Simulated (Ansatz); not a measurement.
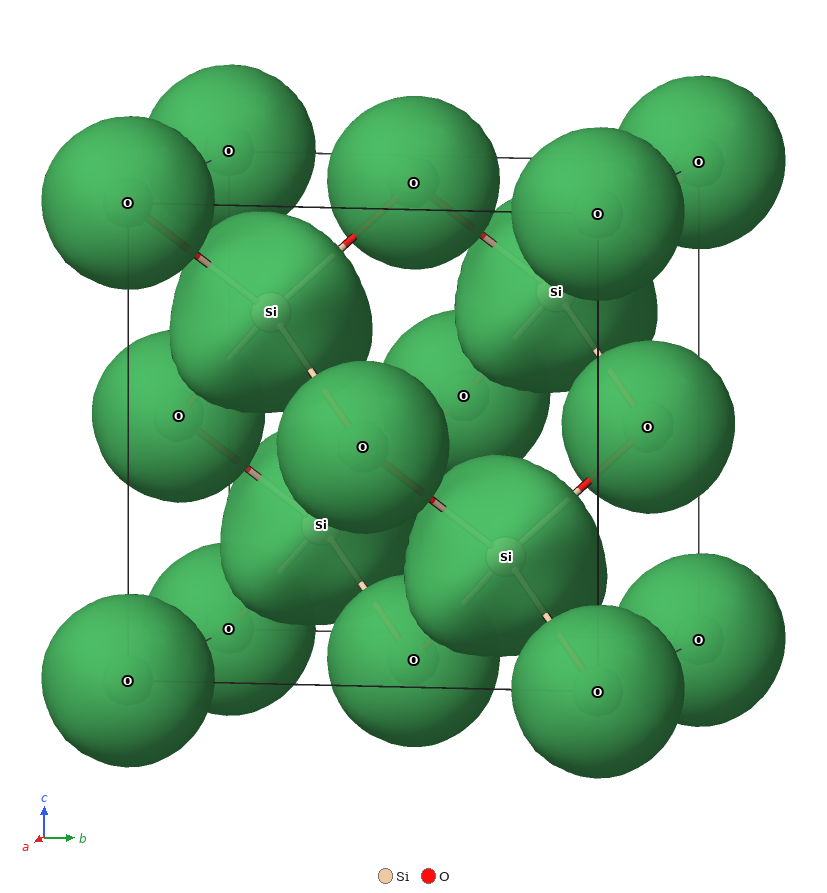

SiO. Isosurface of the electron localisation function at 0.6 (green), seen slightly off an axis. Only the valence region is drawn (cores and ρ < 0.01 e/Å³ removed). Sticks mark near contacts.

Space group F-43m; a generated structure, not necessarily the stable one.

Level of theory: Ansatz, Kohn-Sham DFT of a periodic cell, r2SCAN0, Ansatz PAW.

In a PAW calculation such maps are meaningful between the atoms, not at the nuclei.

```
CELL_PARAMETERS angstrom
4.86728 0.00000 0.00000
0.00000 0.00000 -4.86728
0.00000 4.86728 0.00000
ATOMIC_POSITIONS crystal
Si 0.75000 0.75000 0.25000
Si 0.25000 0.75000 0.75000
Si 0.25000 0.25000 0.25000
Si 0.75000 0.25000 0.75000
O 0.50000 0.50000 0.00000
O 0.00000 0.50000 0.50000
O 0.00000 0.00000 0.00000
O 0.50000 0.00000 0.50000
```

> Describe the localisation domains.

The surface consists of four regions wrapped around O (the valence shell of each) and four regions wrapped around Si (the valence shell of each), counted in one cell of 8 atoms. Regions shared between cells count once. Along the contacts the grid gives the following. Si–O (2.11 Å): the ELF peaks at about 0.80 in the valence shell of O, 0.6 Å from its nucleus, and drops to about 0.50 between the two atoms.
